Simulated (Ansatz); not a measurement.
# MoS$_{2}$: geometry relaxation (part 1 of 2)

The run: geometry relaxation of MoS$_{2}$ (R3m, 3 atoms in the cell). Method and program: DFT with r2SCAN, PAW plane waves, no spin polarisation (Ansatz 0.2.0).

The structure derives from an entry of the Crystallography Open Database.

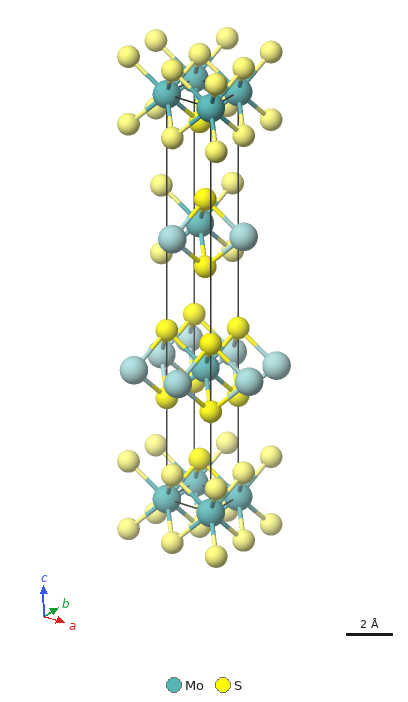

**Figure 1.** The structure as given in the input (ball-and-stick view of the cell 3 times as large as that of the calculation, set on its symmetry axes, seen slightly off an axis; neighbours outside the cell are drawn fainter).

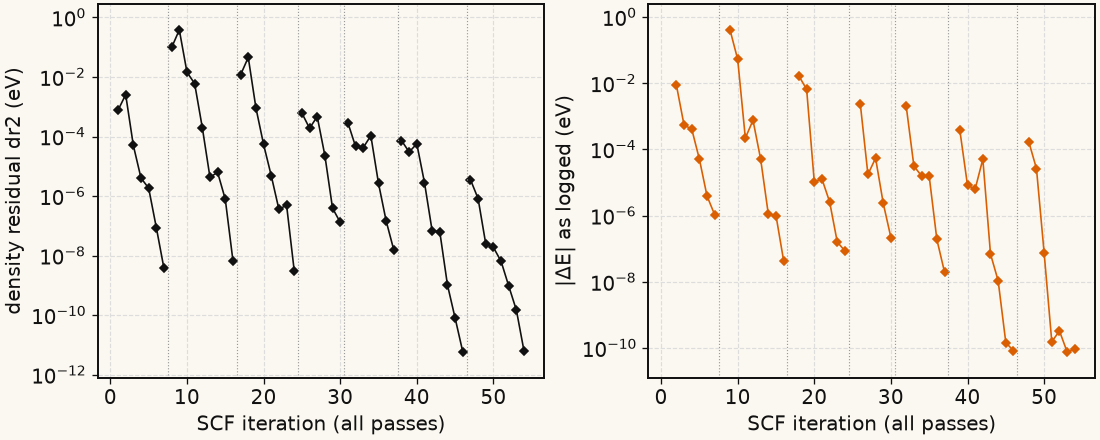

**Figure 2.** Convergence of the self-consistent field: density residual dr2 and size of the energy change against the SCF iteration. The dotted lines part the SCF passes of the relaxation: geometry steps, rejected trials and re-solves on a re-selected basis. The 7 passes take 6 to 9 iterations each, 54 in all.

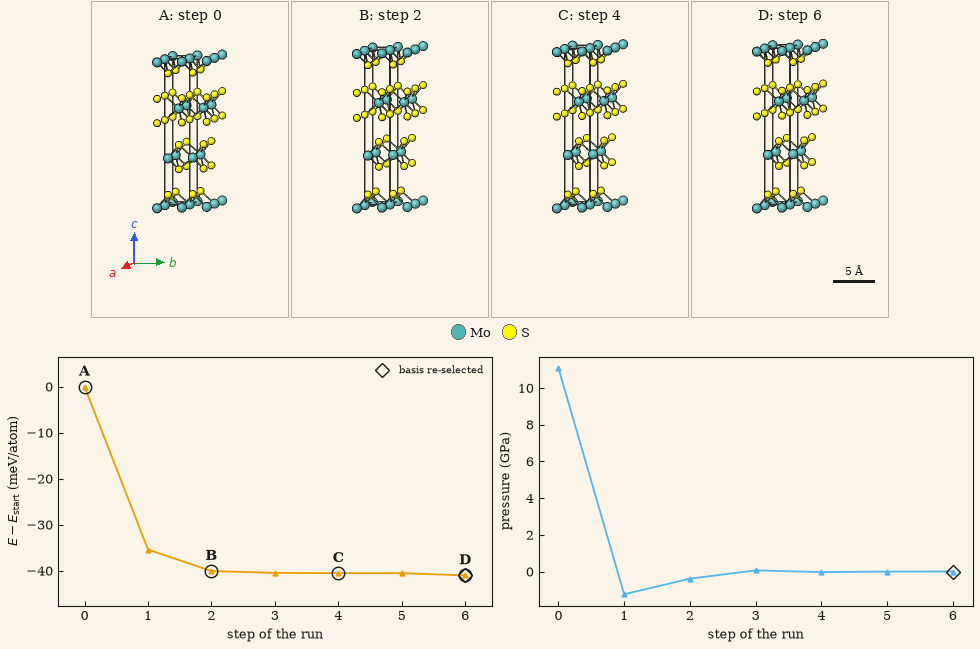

**Figure 3.** Frames of the relaxation (ball-and-stick view of the cell 3 times as large as that of the calculation, set on its symmetry axes, repeated 2 × 2 × 1, seen slightly off an axis) above the curves, on which the letters mark them (the first geometry is step 0 here and step 1 in the log).

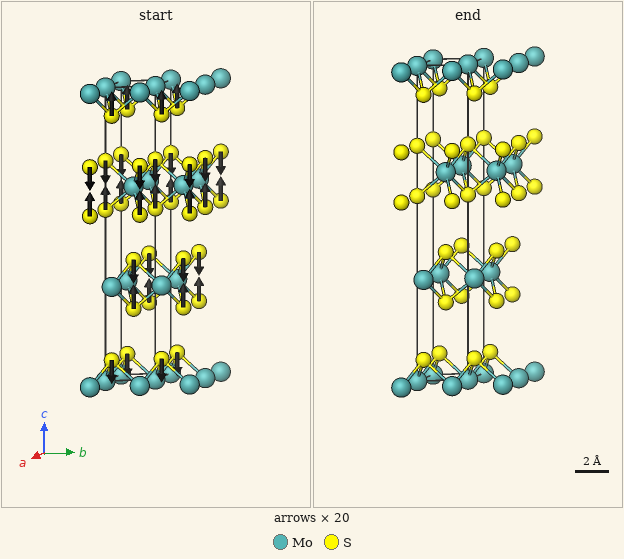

**Figure 4.** Before (left) and after (right) the relaxation, at one scale (ball-and-stick view of the cell 3 times as large as that of the calculation, set on its symmetry axes, repeated 2 × 2 × 1, seen slightly off an axis). The black arrows give the displacements (without the part carried along by the change of the cell), magnified 20 times. S3 moves most relative to the cell: 0.076 Å. Largest moves by element: S 0.076 Å, Mo 0.002 Å. The drawn cell changes as follows: a = b 3.127 → 3.185 Å (+1.8 %), c 18.141 → 19.488 Å (+7.4 %); the volume changes by +11.4 %. Among the contacts that change: Mo1–S2 2.355 → 2.406 Å, Mo1–S3 2.359 → 2.407 Å. The space group stays R3m (No. 160). After 5 geometry steps the energy has fallen by 40.5 meV per atom. Largest force component: 1.1 eV/Å at the start, 0.0005 eV/Å at the end. The pressure goes from 11.10 to 0.01 GPa. A last SCF at the same geometry on a re-selected plane-wave basis shifts the energy by −0.5 meV per atom. (Atoms are counted from 1 in the order of the input.)

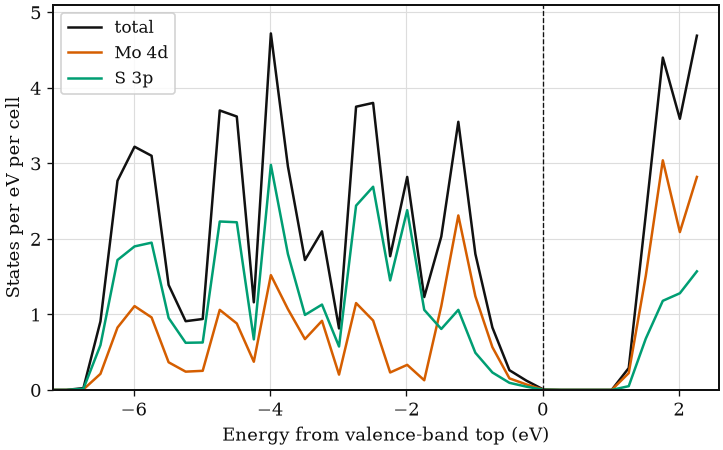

**Figure 5.** Density of states (projected on Löwdin-orthogonalised atomic shells), with energies from the valence-band top. There is a gap of 1.33 eV on the k-point mesh. The curves stop near 1.6 eV above the Fermi level, where the computed bands end.

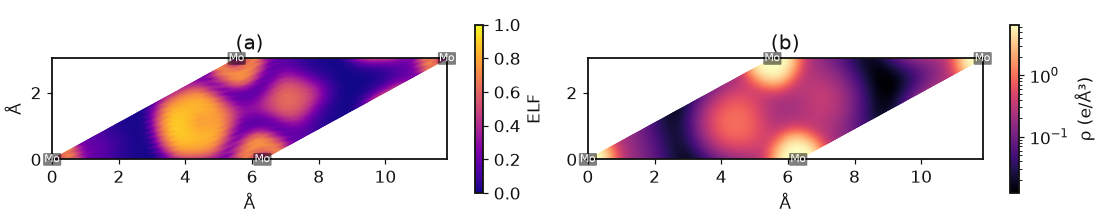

**Figure 6.** (a) electron localisation function; (b) valence pseudo-density on the plane of lattice vectors 1 and 2 of the input at fractional height 0.000 along vector 3, interpolated from points about 0.3 Å apart. The plane passes within 0.2 Å of Mo sites. The density in this plane falls to 0.012 e/Å³ at its lowest. The fields are smooth PAW fields, not the true ones close to the nuclei.

The input that produced these results follows, with the program's output.

The input:
```yaml
crystal:
  lattice:
    - [1.56371627, 0.90280862, 6.04702939]
    - [-1.56371627, 0.90280862, 6.04702939]
    - [0.0, -1.80562714, 6.04702939]
  atoms:
    - { symbol: Mo, position: [0.0, 0.0, 0.0] }
    - { symbol: S, position: [0.25, 0.25, 0.25] }
    - { symbol: S, position: [0.417, 0.417, 0.417] }
  symmetry: { tolerance: 0.0003 }
kpoints:
  mp_grid: { grid: [8, 8, 8], shift: [0, 0, 0] }
magnetization:
  spin_polarized: false
scf:
  occupations: { method: methfessel_paxton, width: 0.0294 }
  lower_state_search: "off"
hamiltonian:
  pseudopotentials: { kind: paw }
  xc: r2scan
basis:
  ecutwfc: 500
  fft_grid_basis: typed
relax:
  max_steps: 60
  cell: { p_target: 0.0 }
output:
  forces: true
  stress: true
  eigenvalues: true
  bader: true
  populations: true
  elf: true
  write_potential: true
  volumetric_format: npy
  dos:
    e_range: [-12, 8]
    de: 0.05
    projected: { site_lists: { Mo: [Mo], S: [S] } }
checkpoint:
  read: saved_state
```

Run as:
```bash
ansatz run input.yaml --threads 2 --pin off --max-ram 2560MiB --backend cpu --events-out ev --progress --plain --runs-dir out
```

Log:
```
Warning: crystal.lattice misses the space group found at crystal.symmetry.tolerance 3.0e-4 in a digit that the deck types, which is why this is a warning: making the lattice exact moves one of its numbers by a whole unit of that number's last typed decimal, or more. The operation that it misses by the most changes a squared length by the fraction 9.61e-7. The run uses the lattice that is a stretch of the typed one, with no rotation, onto the one that keeps every operation to a double's rounding (on a very oblique basis the stretch itself rounds by more); the deck's lattice vector that moved farthest moved by 1.71e-6 Å. To run the lattice as typed, set crystal.symmetry.tolerance under 9.60e-7, the least fraction by which an operation that the lattice misses changes a squared length (the same key also sets how far an atom may lie from its image, so lowering it can lose operations that the atoms keep only within it), or set crystal.symmetry.detect: false (a key that needs symmetry detection or time reversal refuses this as the deck is read). crystal.lattice made exact, in Å and degrees: [[1.563716192559406, 0.9028103147102752, 6.047029636343082], [-1.563716192559406, 0.9028103147102752, 6.047029636343082], [0.0, -1.805625579420674, 6.04702889731586]]. Pasted over the deck's crystal.lattice, beside positions in fractional coordinates, it runs the same cell (given as lengths and angles, that cell in the form's own orientation, a rigid turn of the misfit's size from the one run here, for which a checkpoint.post_process_only pass over this run's state can be refused: where this run relaxes nothing, give such a pass this deck's own crystal.lattice, as typed; behind a relaxation, as crystal.lattice, the state's own cell, identity.cell in its checkpoint.json), and a matrix so pasted ends this notice, except on a very skew basis of the lattice, where the rounding of the pasted numbers themselves can read as a misfit: the cell is then moved again, and that move is told again. The lattice as run is in this notice's lattice.as_run_ang field (Run.prep()["deck_notices"] in Python, the deck_notice line of an events file, deck_notices of ansatz run --dry-run=json, or deck_notices in record.json in the deck's checkpoint.write directory).
Engine: ansatz 0.2.0, aarch64-unknown-linux-gnu
Pseudopotentials: kind: paw
Pseudopotential: Mo, paw, valence charge 14, recommended cutoff 500 eV (meta_gga), Mo.paw.azcp
Pseudopotential: S, paw, valence charge 6, recommended cutoff 500 eV (meta_gga), S.paw.azcp
Functional definition: r2SCAN
  parameter k0 = 0.174
  parameter k1 = 0.065
  parameter a1 = 4.9479
  exchange = r2scan_x(k0 = k0, k1 = k1, a1 = a1)
  correlation = r2scan_c
Crystal: 3 atoms, lattice volume = 51.221 Å³
Basis set: ecut = 500 eV, 1295 PW (Γ), exchange–correlation on 192×192×192 points (64 copies of the dense FFT grid, shifted against one another)
Bands: 17, of which v1, the nominal top of the filled ones, is band 13 counted from 1 (12 counted from 0)
Symmetry: 6 space group operations
Space group: R3m (ITA 160), of the structure as read, at distance tolerance 1.1e-3 Å
k-points: 65 of 512 (time reversal used)
Non-local potential: Mo, projectors of the file, l = 0: 3, l = 1: 2, l = 2: 2, l = 3: 1
Non-local potential: S, projectors of the file, l = 0: 2, l = 1: 2, l = 2: 2
PAW form: soft (Blöchl's): semilocal exchange-correlation on the pseudo side does not see the compensation charge
PAW frozen core: Mo, regenerated for the run's functional (the file was generated under x = pbe(κ = 0.804, μ = 0.2195149727645171), c = pbe(β = 0.06672455060314922))
PAW frozen core: S, regenerated for the run's functional (the file was generated under x = pbe(κ = 0.804, μ = 0.2195149727645171), c = pbe(β = 0.06672455060314922))
PAW one-centre angular grid: Mo, 590 points (default); XC on 160 Gauss nodes
PAW one-centre angular grid: S, 302 points (default); XC on 160 Gauss nodes
Initial density: read from a saved state, or passed on in memory by an earlier SCF of this step, an earlier step, the calling program or the single point that the run made first
Initial wavefunctions: pseudopotential atomic-orbital guess
Functional: x = r2scan, c = r2scan; τ floored in thin density (d = 2e-4 eV/Å³)
iter 1 solved again at ethr=1.59e-6 eV; its pass at ethr=3.10e-3 eV (dr2=4.14e-4 eV) is discarded
SCF iter   1: F=—  HF=-6782.028475 eV  |F-HF|=—  |Δ(HF+E_count)|=         —  Δρ=1.31e-3  dr2=7.67e-4  dr2_τ=1.89e-3  ethr=1.59e-6  ⟨swp⟩=3.0  Hψ=9326  notcnv=0
eigensolver tolerance schedule calibrated: the retry pair's looser diagonalisation under-reported the residual by θ = 0.46 (0.14/decade); ethr = c·dr2/N_el runs at the constant in force after the calibration composes with the one it found (an armed cap, an earlier calibration), c = 5.1e-2
preconditioner: auto → none  [insulator: Δε(μ)=1.080 eV  Ē_g=8.946 eV  σ=0.029 eV  W_gap=1.00  n_scr=16 (ndim 8)  ℏωp=22.0 eV  f_vac=0.013  D(μ)=-0.00/eV (n_scr^D=0)  ε∞_Penn≈7.1]
SCF iter   2: F=—  HF=-6782.037260 eV  |F-HF|=—  |Δ(HF+E_count)|=   8.79e-3  S|Δr|=    0.00e0  Δρ=1.39e-3  dr2=2.56e-3  dr2_τ=1.99e-4  ethr=1.51e-6  ⟨swp⟩=3.0  Hψ=2367  notcnv=0  recentre
SCF iter   3: F=—  HF=-6782.036716 eV  |F-HF|=—  |Δ(HF+E_count)|=   5.44e-4  S|Δr|=    0.00e0  Δρ=7.45e-4  dr2=5.03e-5  dr2_τ=9.93e-5  ethr=1.51e-6  ⟨swp⟩=3.0  Hψ=2262  notcnv=0
SCF iter   4: F=—  HF=-6782.037132 eV  |F-HF|=—  |Δ(HF+E_count)|=   4.16e-4  S|Δr|=    0.00e0  Δρ=2.39e-4  dr2=4.03e-6  dr2_τ=9.84e-6  ethr=9.91e-8  ⟨swp⟩=2.4  Hψ=2017  notcnv=0
SCF iter   5: F=—  HF=-6782.037183 eV  |F-HF|=—  |Δ(HF+E_count)|=   5.10e-5  S|Δr|=    0.00e0  Δρ=7.79e-5  dr2=1.85e-6  dr2_τ=9.38e-7  ethr=7.93e-9  ⟨swp⟩=2.4  Hψ=2222  notcnv=0
SCF iter   6: F=—  HF=-6782.037187 eV  |F-HF|=—  |Δ(HF+E_count)|=   3.93e-6  S|Δr|=    0.00e0  Δρ=3.32e-5  dr2=8.75e-8  dr2_τ=1.54e-7  ethr=1.97e-10  ⟨swp⟩=8.1  Hψ=8255  notcnv=0
SCF iter   7: F=-6782.037188 eV  HF=-6782.037188 eV  |F-HF|=1.03e-8  |Δ(HF+E_count)|=   1.06e-6  S|Δr|=    0.00e0  Δρ=4.25e-6  dr2=3.70e-9  dr2_τ=7.92e-10  ethr=1.72e-10  ⟨swp⟩=10.1  Hψ=8481  notcnv=0
SCF 1 converged in 7 iterations: F = -6782.037188 eV  dr2 = 3.70e-9
  greatest PAW one-centre occupation: 0.997 electrons in one spin orbital (limit 2), on the Mo atom at site 0 (counted from 0), in its partial waves of l = 0
relax step   1: F+E_penalty+E_count = -6782.03718822 eV  Δ(F+E_penalty+E_count) = +0.000e0 eV  max|allowed force component| = 1.145e0 eV/Å  Δτ_max = 0.0000 Å  P = +11.101 GPa  Ω = 51.221 Å³  (7 SCF iters, dr2 threshold 1.00e-7 eV, accepted)
Crystal: 3 atoms, lattice volume = 57.026 Å³
Basis set: ecut = 500 eV, 1439 PW (Γ), exchange–correlation on 192×192×192 points (64 copies of the dense FFT grid, shifted against one another)
Initial density: handed on by an earlier stage of this run
Initial wavefunctions: those handed on with the density
iter 1 solved again at ethr=3.72e-4 eV; its pass at ethr=3.10e-3 eV (dr2=9.67e-2 eV) is discarded
SCF iter   1: F=—  HF=-6781.788453 eV  |F-HF|=—  |Δ(HF+E_count)|=         —  Δρ=7.09e-3  dr2=9.82e-2  dr2_τ=2.62e-1  ethr=3.72e-4  ⟨swp⟩=1.0  Hψ=7041  notcnv=0
preconditioner: auto → none  [insulator: Δε(μ)=1.026 eV  Ē_g=8.416 eV  σ=0.029 eV  W_gap=1.00  n_scr=16 (ndim 8)  ℏωp=20.9 eV  f_vac=0.050  D(μ)=-0.00/eV (n_scr^D=0)  ε∞_Penn≈7.1]
SCF iter   2: F=—  HF=-6782.196625 eV  |F-HF|=—  |Δ(HF+E_count)|=   4.08e-1  S|Δr|=    0.00e0  Δρ=1.46e-2  dr2=3.82e-1  dr2_τ=1.52e-2  ethr=3.72e-4  ⟨swp⟩=3.9  Hψ=2887  notcnv=0  recentre
SCF iter   3: F=—  HF=-6782.143813 eV  |F-HF|=—  |Δ(HF+E_count)|=   5.28e-2  S|Δr|=    0.00e0  Δρ=4.78e-3  dr2=1.45e-2  dr2_τ=7.06e-4  ethr=3.72e-4  ⟨swp⟩=2.9  Hψ=2181  notcnv=0
SCF iter   4: F=—  HF=-6782.144034 eV  |F-HF|=—  |Δ(HF+E_count)|=   2.21e-4  S|Δr|=    0.00e0  Δρ=2.17e-3  dr2=6.03e-3  dr2_τ=3.96e-4  ethr=5.58e-5  ⟨swp⟩=2.0  Hψ=1955  notcnv=0
SCF iter   5: F=—  HF=-6782.143272 eV  |F-HF|=—  |Δ(HF+E_count)|=   7.63e-4  S|Δr|=    0.00e0  Δρ=7.42e-4  dr2=2.01e-4  dr2_τ=1.28e-5  ethr=2.32e-5  ⟨swp⟩=1.8  Hψ=1419  notcnv=0
SCF iter   6: F=—  HF=-6782.143322 eV  |F-HF|=—  |Δ(HF+E_count)|=   5.07e-5  S|Δr|=    0.00e0  Δρ=7.46e-5  dr2=4.32e-6  dr2_τ=2.89e-7  ethr=7.74e-7  ⟨swp⟩=2.4  Hψ=1775  notcnv=0
SCF iter   7: F=—  HF=-6782.143323 eV  |F-HF|=—  |Δ(HF+E_count)|=   1.11e-6  S|Δr|=    0.00e0  Δρ=5.95e-5  dr2=6.27e-6  dr2_τ=1.73e-7  ethr=1.66e-8  ⟨swp⟩=2.0  Hψ=1760  notcnv=0
SCF iter   8: F=—  HF=-6782.143322 eV  |F-HF|=—  |Δ(HF+E_count)|=   1.01e-6  S|Δr|=    0.00e0  Δρ=2.64e-5  dr2=7.84e-7  dr2_τ=1.93e-8  ethr=1.66e-8  ⟨swp⟩=2.0  Hψ=1459  notcnv=0
SCF iter   9: F=-6782.143322 eV  HF=-6782.143322 eV  |F-HF|=4.85e-9  |Δ(HF+E_count)|=   4.34e-8  S|Δr|=    0.00e0  Δρ=3.18e-6  dr2=6.78e-9  dr2_τ=9.37e-10  ethr=1.15e-9  ⟨swp⟩=10.6  Hψ=8334  notcnv=0
SCF 2 converged in 9 iterations: F = -6782.143322 eV  dr2 = 6.78e-9
relax step   2: F+E_penalty+E_count = -6782.14332241 eV  Δ(F+E_penalty+E_count) = -1.061e-1 eV  max|allowed force component| = 1.470e-1 eV/Å  Δτ_max = 0.0541 Å  P = -1.229 GPa  Ω = 57.026 Å³  energy of the carried Pulay correction = -1.368e-3 eV  (9 SCF iters, dr2 threshold 3.00e-7 eV, accepted)
Crystal: 3 atoms, lattice volume = 56.216 Å³
Basis set: ecut = 500 eV, 1415 PW (Γ), exchange–correlation on 192×192×192 points (64 copies of the dense FFT grid, shifted against one another)
iter 1 solved again at ethr=3.76e-5 eV; its pass at ethr=3.10e-3 eV (dr2=9.78e-3 eV) is discarded
```
